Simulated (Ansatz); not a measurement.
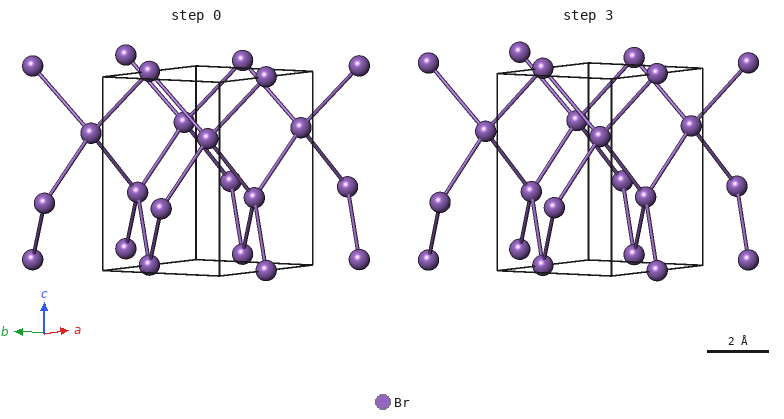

The structure of crystalline Br (a generated structure, set up in P6_422) before (left) and after (right) a relaxation, at one scale.

A ball-and-stick model of the cell of the calculation, repeated 2 × 2 × 1 with one cell outlined, seen from a free direction.

All numbers below come from DFT PBE, scalar-relativistic, plane waves, PAW (Ansatz). Settings: plane-wave cutoff 420 eV; k-point mesh 12 × 12 × 8; occupations gaussian; smearing width 0.1 eV; no spin polarisation; cell and atoms relaxed; force threshold 0.01 eV/Å; at most 80 steps.

Describe what moved and what it gained.

Answer. The energy falls by 4.9 meV per cell of the calculation in 2 accepted moves (3 points after the start). All forces vanish by symmetry, so only the cell relaxes. Pressure: −0.10 GPa at the start and 0.01 GPa at the end. The SCF was repeated once at an unchanged geometry on a basis and grid sized afresh for the cell, which shifted the energy by 0.1 meV per cell of the calculation at most. The atoms keep their places relative to the cell (all moves are under 0.005 Å). The volume changes by −2.4 %, with a = b 4.076 → 3.992 Å (−2.1 %), c 6.455 → 6.567 Å (+1.7 %). Among the angles between lasting bonds that change: Br–Br–Br 86.9° → 84.7°. The space group stays P6_422 (No. 181). The run took 44 s on 1 thread of Intel(R) Xeon(R) Processor @ 2.70GHz (shared host), peak memory 0.48 GiB.

Limits of the set-up: an odd number of electrons was run without spin polarisation, which fails if the electron would localise.
